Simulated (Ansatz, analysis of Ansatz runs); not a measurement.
# C_As in monolayer As: energy, spin and levels, part 2 of 3

We look for the structure, spin, formation energy and gap states of neutral C_As in monolayer As. Model: a cell of 18 host atoms with 1 As taken out and 1 C put in.

Ansatz 0.2.0; plane-wave PAW DFT, PBE; supercells relaxed in a periodic cell with vacuum, the primitive cell and the final single points with the Coulomb interaction cut along the normal.

So far. Step 4 (Band edges against the vacuum level): The band edges were searched for over the zone, on the density of this mesh. The valence top lies 5.35 eV and the conduction bottom 3.73 eV below the vacuum level: a gap of 1.62 eV.

**5. Relaxing the neutral defect**

Level of this step: plane-wave PAW DFT, PBE, fully periodic cell with vacuum; relaxation of a defect in a monolayer at fixed charge, a uniform background where charged (Ansatz).

Atoms start from random displacements, so no symmetry is imposed. The relaxation runs in a plain periodic cell, 15 Å high against 30 Å with the cut-off, with 14 Å between the perfect sheet and its image; that is cheaper, but a defect with a dipole feels the field of its images there. The electron count is odd, and the moment is held at 1 μB.

q0_M1.relax/input.yaml

```yaml
crystal:
  lattice:
    - [10.81644602, 0.0, 0.0]
    - [-5.40822301, 9.36731703, 0.0]
    - [0.0, 0.0, 15.0]
  atoms:
    - { symbol: As, position: [0.0, 0.0, 0.4536445] }
    - { symbol: As, position: [0.11111111, 0.22222222, 0.5463555] }
    - { symbol: As, position: [0.0, 0.33333333, 0.4536445] }
    - { symbol: As, position: [0.11111111, 0.55555556, 0.5463555] }
    - { symbol: As, position: [0.0, 0.66666667, 0.4536445] }
    - { symbol: As, position: [0.11111111, 0.88888889, 0.5463555] }
    - { symbol: As, position: [0.33333333, 0.0, 0.4536445] }
    - { symbol: As, position: [0.44444444, 0.22222222, 0.5463555] }
    - { symbol: As, position: [0.33333333, 0.33333333, 0.4536445] }
    - { symbol: C, position: [0.44444444, 0.55555556, 0.5463555] }
    - { symbol: As, position: [0.33333333, 0.66666667, 0.4536445] }
    - { symbol: As, position: [0.44444444, 0.88888889, 0.5463555] }
    - { symbol: As, position: [0.66666667, 0.0, 0.4536445] }
    - { symbol: As, position: [0.77777778, 0.22222222, 0.5463555] }
    - { symbol: As, position: [0.66666667, 0.33333333, 0.4536445] }
    - { symbol: As, position: [0.77777778, 0.55555556, 0.5463555] }
    - { symbol: As, position: [0.66666667, 0.66666667, 0.4536445] }
    - { symbol: As, position: [0.77777778, 0.88888889, 0.5463555] }
basis:
  ecutwfc: 420
  xc_grid: 2
hamiltonian:
  xc: pbe
kpoints:
  mp_grid: { grid: [2, 2, 1] }
magnetization:
  spin_polarized: true
  initial_magnetization: 1
  spin_locking: { lock_magnetization: hard }
scf:
  occupations: { method: fixed }
  max_iter: 100
output:
  forces: true
relax:
  f_tol: 0.03
  max_steps: 80
  random_displacement: { amplitude: 0.03, seed: 112 }
```

On the command line:

```console
ansatz run input.yaml --threads 4 --pin off --max-ram 15073MiB --backend cpu --events-out ev --progress --plain --runs-dir out
```

Numbers of over 12 decimals in the logs are rounded to 6 here.

What it wrote:

```text
[...]
Crystal: 18 atoms, lattice volume = 1519.816 Å³
Basis set: ecut = 420 eV, 29595 PW (Γ), exchange–correlation on 150×150×216 points (8 copies of the dense FFT grid, shifted against one another)
Bands: 156, of which v1, the nominal top of the filled ones, is band 130 counted from 1 (129 counted from 0)
Symmetry: 1 space group operations
k-points: 4
[...]
Starting moments: Σ|m| = 1 μB on 18 of 18 sites
[...]
SCF iter   1: F=—  HF=-82800.051780 eV  |F-HF|=—  |Δ(HF+E_count)|=         —  Δρ=9.43e-3 (↑9.43e-3 ↓8.79e-3)  dr2=8.34e0  dr2_m=7.30e-2  M=1.000 μB ∫|m|=1.009 μB  β_m=0.30  ethr=3.10e-3  ⟨swp⟩=5.9  Hψ=3757  notcnv=0  defer=176
[...]
spin=Collinear: Resta preconditioning applied to the charge; magnetization (m = ρ↑ − ρ↓) channel mixes plain (no charge-response kernel on spin).
SCF iter   2: F=—  HF=-82799.853149 eV  |F-HF|=—  |Δ(HF+E_count)|=   1.99e-1  Δρ=7.88e-3 (↑6.60e-3 ↓7.88e-3)  dr2=4.77e0  dr2_m=7.76e-2  M=1.000 μB ∫|m|=1.009 μB  β_m=0.27  ethr=3.10e-3  ⟨swp⟩=2.0  Hψ=1652  notcnv=0  defer=180
[...]
SCF iter  14: F=-82799.330914 eV  HF=-82799.330914 eV  |F-HF|=5.45e-8  |Δ(HF+E_count)|=   5.88e-8  Δρ=2.10e-6 (↑1.48e-6 ↓2.10e-6)  dr2=4.26e-8  dr2_m=3.68e-8  M=1.000 μB ∫|m|=1.082 μB  ethr=5.99e-10  ⟨swp⟩=2.8  Hψ=2362  notcnv=0
SCF 1 converged in 14 iterations: F = -82799.330914 eV  dr2 = 4.26e-8
[...]
relax step   1: F+E_penalty+E_count = -82799.33091429 eV  Δ(F+E_penalty+E_count) = +0.000e0 eV  max|allowed force component| = 3.711e0 eV/Å  Δτ_max = 0.0000 Å  (14 SCF iters, dr2 threshold 2.25e-5 eV, accepted)
[...]
relax step   2: F+E_penalty+E_count = -82800.59019615 eV  Δ(F+E_penalty+E_count) = -1.259e0 eV  max|allowed force component| = 3.297e0 eV/Å  Δτ_max = 0.1950 Å  (9 SCF iters, dr2 threshold 1.00e-4 eV, accepted)
relax step   3: F+E_penalty+E_count = -82801.52047425 eV  Δ(F+E_penalty+E_count) = -9.303e-1 eV  max|allowed force component| = 1.691e0 eV/Å  Δτ_max = 0.1949 Å  (9 SCF iters, dr2 threshold 1.00e-4 eV, accepted)
relax step   4: F+E_penalty+E_count = -82801.82871467 eV  Δ(F+E_penalty+E_count) = -3.082e-1 eV  max|allowed force component| = 3.542e-1 eV/Å  Δτ_max = 0.1948 Å  (9 SCF iters, dr2 threshold 1.00e-4 eV, accepted)
relax step   5: F+E_penalty+E_count = -82801.90292421 eV  Δ(F+E_penalty+E_count) = -7.421e-2 eV  max|allowed force component| = 1.967e-1 eV/Å  Δτ_max = 0.1747 Å  (9 SCF iters, dr2 threshold 7.84e-6 eV, accepted)
relax step   6: F+E_penalty+E_count = -82801.92139129 eV  Δ(F+E_penalty+E_count) = -1.847e-2 eV  max|allowed force component| = 8.827e-2 eV/Å  Δτ_max = 0.1108 Å  (10 SCF iters, dr2 threshold 2.42e-6 eV, accepted)
relax step   7: F+E_penalty+E_count = -82801.92311058 eV  Δ(F+E_penalty+E_count) = -1.719e-3 eV  max|allowed force component| = 2.304e-2 eV/Å  Δτ_max = 0.0321 Å  (9 SCF iters, dr2 threshold 1.57e-6 eV, accepted)
[...]
relax step   8: F+E_penalty+E_count = -82801.92311058 eV  Δ(F+E_penalty+E_count) = -2.852e-9 eV  max|allowed force component| = 2.305e-2 eV/Å  Δτ_max = 0.0000 Å  (3 SCF iters, accepted)
[...]
the band table was solved once a step of the walk had ended and its energy, with any forces and stress, was formed, with the checks that follow a solve (5949 applications of the Hamiltonian). They found nothing against the state; [...]
SCF converged after 3 iterations
Magnetization: 1.0000 μB (130.0000 up, 129.0000 down)
Absolute magnetization: 1.1855 μB (∫|ρ↑−ρ↓|, with the PAW one-centre terms)
[...]
Per-site moments (μB) at R_I (Å): [(-0.00380991, 1.031288), (0.028308, 1.026768), (0.00341323, 1.026768), [... 15 left out ...]
Free energy (F): -82801.923111 eV
[...]
Internal energy: -82801.923111 eV  (E = F + TS)
E sigma→0 (E₀):  -82801.923111 eV
Fermi energy:    -1.096749 (↑ -1.096749, ↓ -1.779387) eV
[...]
--- Forces (eV/Å), atoms counted from 1 ---
  atom   1  As     0.00089658     0.00126820     0.00475701
  atom   2  As     0.00475135     0.00888300    -0.00295860
  atom   3  As     0.00175832    -0.00195726     0.00357861
  atom   4  As     0.00499902    -0.00290049    -0.00248561
  atom   5  As     0.00041518     0.00159995     0.00389402
  atom   6  As    -0.00100596    -0.00194674    -0.00160050
  atom   7  As     0.00011449     0.00078328     0.00566793
  atom   8  As    -0.00474469     0.00164380    -0.00338217
  atom   9  As     0.00130402    -0.00560119    -0.00764589
  atom  10  C     -0.01111658    -0.02304695    -0.00094369
  atom  11  As    -0.00034634     0.00448181     0.00288067
  atom  12  As    -0.01176668     0.00572247    -0.00652346
  atom  13  As    -0.00158933     0.00307746    -0.00202175
  atom  14  As     0.00048345     0.00136635     0.00751248
  atom  15  As    -0.00090317    -0.00398814     0.00090019
  atom  16  As     0.00493020    -0.00001629    -0.00333296
  atom  17  As    -0.00078490     0.00173701     0.00839118
  atom  18  As     0.01260403     0.00889081    -0.00668545
  max |Σ_I F_I| component: 2.93e-6 eV/Å
--- Band table (eV; the first three rows and the last of 8) ---
[...]
[... further k-points left out ...]
--- Relaxed structure (8 steps of the walk, 8 accepted, 0 SCFs on fresh bases) ---
  F+E_penalty+E_count = -82801.92311058 eV   max|allowed force component| = 2.305e-2 eV/Å
  atoms:
    - { symbol: As, position: [1.693708038729867e-5, -0.000867, 0.459379] }
    - { symbol: As, position: [0.114202, 0.229154, 0.548779] }
    - { symbol: As, position: [-0.004218, 0.331492, 0.456597] }
    - { symbol: As, position: [0.114556, 0.552561, 0.548488] }
    - { symbol: As, position: [0.000189, 0.668277, 0.459168] }
    - { symbol: As, position: [0.110537, 0.888856, 0.553015] }
    - { symbol: As, position: [0.331375, -0.000779, 0.459423] }
    - { symbol: As, position: [0.447179, 0.229313, 0.548813] }
    - { symbol: As, position: [0.341576, 0.350955, 0.454210] }
    - { symbol: C, position: [0.444153, 0.555847, 0.488924] }
    - { symbol: As, position: [0.341561, 0.657905, 0.453643] }
    - { symbol: As, position: [0.447002, 0.884532, 0.548686] }
    - { symbol: As, position: [0.667834, 0.003461, 0.456670] }
    - { symbol: As, position: [0.777181, 0.222211, 0.551715] }
    - { symbol: As, position: [0.667863, 0.331530, 0.456605] }
    - { symbol: As, position: [0.769963, 0.552649, 0.548409] }
    - { symbol: As, position: [0.648650, 0.657977, 0.453344] }
    - { symbol: As, position: [0.769657, 0.884348, 0.548588] }
```

Wall time 3.7 min (4 threads of Arm Neoverse V2, shared host); peak memory 4.6 GiB.

In the next tables energies count from the displaced start, and moves from the positions in the input.

The steps of the relaxation:

```
step  energy less that of the first step (eV)  largest force component (eV/Å)
   1                                   0.0000                          3.7113
   2                                  -1.2593                          3.2971
   3                                  -2.1896                          1.6914
   4                                  -2.4978                          0.3542
   5                                  -2.5720                          0.1967
   6                                  -2.5905                          0.0883
   7                                  -2.5922                          0.0230
   8                                  -2.5922                          0.0230
```

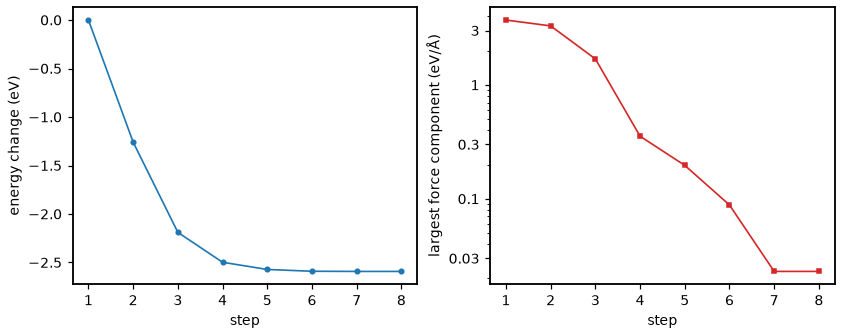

Energy and largest force along the relaxation.

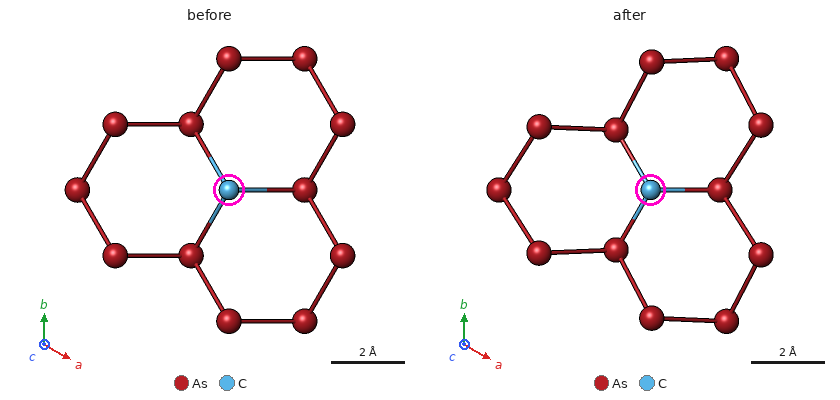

Before and after: the atoms that start within 5 Å of the centre. C10, which moves most, is ringed if it is among them.

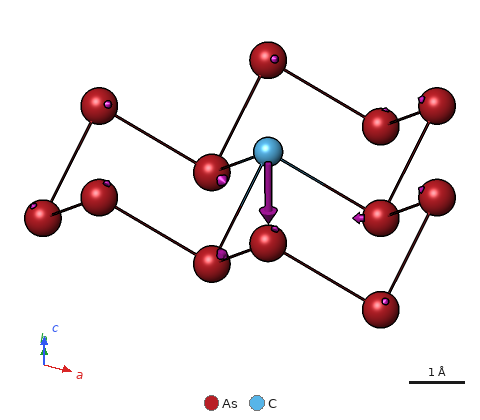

Displacements in the relaxation from the typed sites near the centre, exaggerated, the mean shift taken out; the longest in the cell stands for 0.86 Å.

The atoms that moved most (Å, from the sites as typed, ahead of the random displacement, the mean shift of all atoms taken out):

```
atom      dx      dy      dz  length
 C10   0.002   0.003  -0.857   0.857
 As9   0.000   0.165   0.013   0.166
As11   0.143  -0.082   0.005   0.164
As17  -0.142  -0.081   0.000   0.163
 As6   0.000   0.000   0.105   0.105
 As7  -0.011  -0.007   0.091   0.092
 As1   0.011  -0.008   0.091   0.092
 As5   0.000   0.015   0.087   0.089
```

Final coordinates:

```xyz
18
Lattice="10.8164 0.0000 0.0000 -5.4082 9.3673 0.0000 0.0000 0.0000 15.0000" Properties=species:S:1:pos:R:3
As    0.0049   -0.0081    6.8907
As   -0.0041    2.1466    8.2317
As   -1.8384    3.1052    6.8490
As   -1.7493    5.1760    8.2273
As   -3.6122    6.2600    6.8875
As   -3.6115    8.3262    8.2952
As    3.5885   -0.0073    6.8913
As    3.5967    2.1480    8.2322
As    1.7966    3.2875    6.8131
C     1.7980    5.2068    7.3339
As    0.1364    6.1628    6.8046
As    0.0512    8.2857    8.2303
As    7.2049    0.0324    6.8501
As    7.2046    2.0815    8.2757
As    5.4309    3.1055    6.8491
As    5.3394    5.1768    8.2261
As    3.4576    6.1635    6.8002
As    3.5422    8.2840    8.2288
```

Neighbours of the ideal centre at the end:

```
atom  distance (Å)
 C10         0.861
 As9         2.363
As17         2.368
As11         2.373
As16         3.537
As18         3.537
 As8         3.544
As12         3.545
 As2         3.552
 As4         3.552
```

Among the atoms that came to bonding distance: As9–C10 1.99 Å (from 2.50); As11–C10 1.99 Å (from 2.50); As17–C10 1.99 Å (from 2.50).

With the common shift of the atoms taken out, the largest displacement is 0.86 Å, and the sheet with its defect is 0.10 Å thicker than the perfect one.

(Continued in part 3 of 3.)

[Logs are printed without paths, hosts, clocks, repeated set-up lines and the standing remarks that a program may print on its own settings, such as how far it seeks lower states.]

[Hosts, paths, dates, database ids (printed as entryN), source tags and the programs' standing remarks are cut or masked in the printed files.]

[Maps of the electrostatic potential energy from Ansatz leave out the sawtooth potential of an applied field or a dipole correction, so their vacuum need not be flat.]
